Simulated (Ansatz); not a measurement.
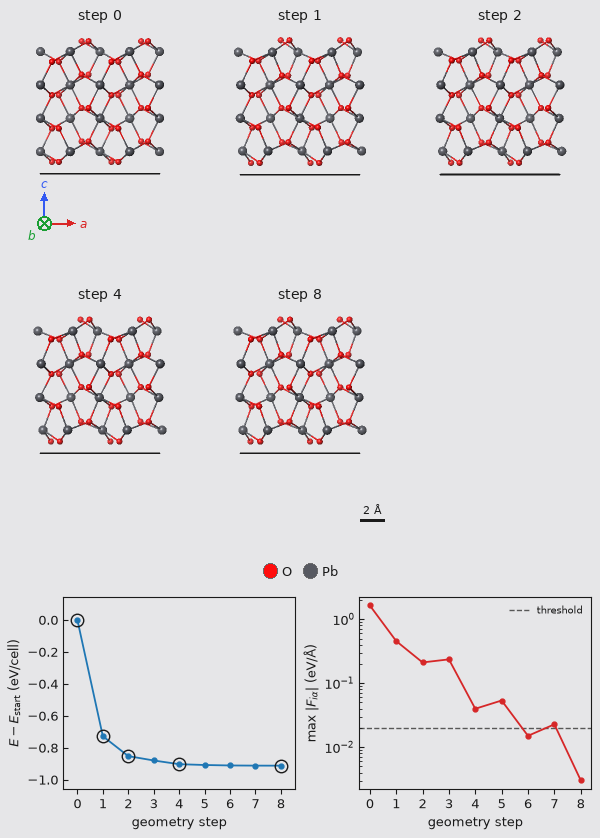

Frames of a relaxation of a slab of composition PbO2 (cut from the P4_2/mnm phase), marked on the history of the run. Style: ball-and-stick. Shown: the 2 × 1 repeat of the cell, outlined in the plane, without the vacuum, along the b axis.

The slab is the (1 0 1) face of PbO2.

Theory: DFT PBE, scalar-relativistic, plane waves, PAW in Ansatz 0.2.0.

The input:
```yaml
crystal:
  lattice:
    - [5.0826192992, 0.0, 0.0]
    - [0.0, 6.1386007489, 0.0]
    - [0.0, 0.0, 25.3061294765]
  atoms:
    - { symbol: O, position: [0.1919966893, 0.9743953277, 0.2963708854] }
    - { symbol: O, position: [0.3080033107, 0.4743953277, 0.2963708854] }
    - { symbol: Pb, position: [0.0, 0.6855456608, 0.3310602254] }
    - { symbol: Pb, position: [0.5, 0.1855456608, 0.3310602254] }
    - { symbol: O, position: [0.6919966893, 0.896695994, 0.3657495653] }
    - { symbol: O, position: [0.8080033107, 0.396695994, 0.3657495653] }
    - { symbol: O, position: [0.1919966893, 0.6599409885, 0.4089974019] }
    - { symbol: O, position: [0.3080033107, 0.1599409885, 0.4089974019] }
    - { symbol: Pb, position: [0.0, 0.3710913217, 0.4436867418] }
    - { symbol: Pb, position: [0.5, 0.8710913217, 0.4436867418] }
    - { symbol: O, position: [0.6919966893, 0.5822416548, 0.4783760817] }
    - { symbol: O, position: [0.8080033107, 0.0822416548, 0.4783760817] }
    - { symbol: O, position: [0.1919966893, 0.3454866493, 0.5216239183] }
    - { symbol: O, position: [0.3080033107, 0.8454866493, 0.5216239183] }
    - { symbol: Pb, position: [0.0, 0.0566369825, 0.5563132582] }
    - { symbol: Pb, position: [0.5, 0.5566369825, 0.5563132582] }
    - { symbol: O, position: [0.6919966893, 0.2677873157, 0.5910025981] }
    - { symbol: O, position: [0.8080033107, 0.7677873157, 0.5910025981] }
    - { symbol: O, position: [0.1919966893, 0.0310323101, 0.6342504347] }
    - { symbol: O, position: [0.3080033107, 0.5310323101, 0.6342504347] }
    - { symbol: Pb, position: [0.0, 0.7421826433, 0.6689397746] }
    - { symbol: Pb, position: [0.5, 0.2421826433, 0.6689397746] }
    - { symbol: O, position: [0.6919966893, 0.9533329765, 0.7036291146] }
    - { symbol: O, position: [0.8080033107, 0.4533329765, 0.7036291146] }
basis:
  ecutwfc: 420
kpoints:
  mp_grid: { grid: [7, 6, 1] }
hamiltonian:
  xc: pbe
scf:
  occupations: { method: gaussian, width: 0.1 }
output:
  forces: true
  eigenvalues: true
  write_density: true
  write_potential: true
  elf: true
  volumetric_format: npy
relax:
  adjacent_minimum: "off"
  f_tol: 0.02
  max_steps: 60
efield:
  axis: 3
  dipole_correction: true
  ramp_width: 0.04
```

Command:
```bash
ansatz run input.yaml --threads 4 --pin off --max-ram 10240MiB --backend cpu --events-out ev --progress --plain --runs-dir out
```

What happens along the run?

The largest moves relative to the layer's centre, 0.22 Å, are those of Pb3, Pb4, Pb21 and Pb22. Pb22 goes at 80° to the normal (−c side). Largest moves by element: Pb 0.22 Å, O 0.15 Å. The cell doesn't change. Among the contacts that change: O19–Pb22 2.214 → 2.386 Å, O1–Pb3 2.206 → 2.086 Å, O5–Pb10 2.206 → 2.254 Å, O17–Pb22 2.206 → 2.164 Å. Bond angles that change, for instance: O19–Pb21–O24 180.0° → 166.1°, O20–Pb21–O23 180.0° → 169.0°, O18–Pb21–O24 102.6° → 112.1°. The energy falls by 0.911 eV per cell of the calculation in 8 geometry steps. Largest force component: 1.6 eV/Å at the start, 0.003 eV/Å at the end. The run took 13 min on 4 threads of Arm Neoverse V1, on a shared host, peak memory 2.8 GiB. From step 0 to 1: Pb atoms move most (0.19 Å), energy −0.727 eV per cell of the calculation. From step 1 to 2: O atoms move most (0.06 Å), energy −0.124 eV per cell of the calculation. From step 2 to 4: O atoms move most (0.07 Å), energy −50.5 meV per cell of the calculation. From step 4 to 8: O atoms move most (0.06 Å), energy −9.3 meV per cell of the calculation.
